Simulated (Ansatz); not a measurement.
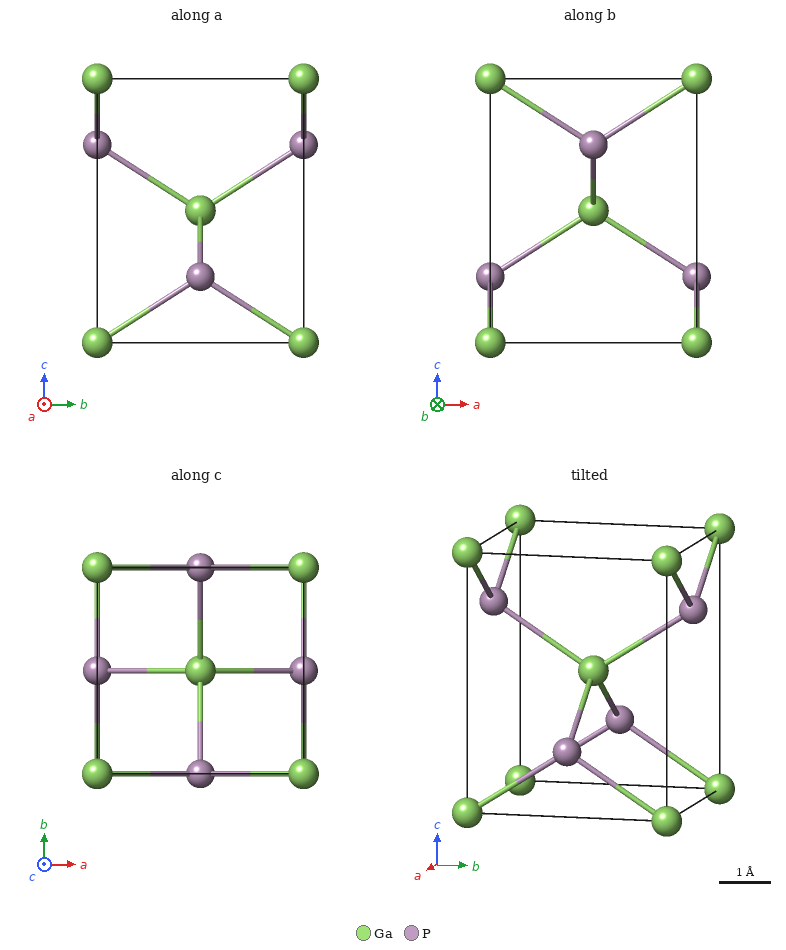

View along the a axis, along the b axis, along the c axis and slightly off an axis, drawn as a ball-and-stick model. The parallelepiped is the conventional unit cell.

Lattice parameters: a = 4.062 Å, b = 4.062 Å, c = 5.193 Å, α = 90.00°, β = 90.00°, γ = 90.00°. Put a along x and b in the xy plane.

> From the views, write a POSCAR file.

```
Ga P
1.0
     4.062    0.000    0.000
     0.000    4.062    0.000
     0.000    0.000    5.193
Ga P
2 2
Direct
  0.0000 0.0000 0.0000
  0.5000 0.5000 0.5000
  0.0000 0.5000 0.2500
  0.5000 0.0000 0.7500
```

Provenance: a structure type filled with these elements by a generator (whether the compound takes this form wasn't checked). The cell was then strained or its atoms displaced on purpose. A calculation with Ansatz used it as input.

At this level of theory the cell isn't at rest (stretched, at -4 GPa), so its distances can differ from those at equilibrium, the more so the softer the solid.
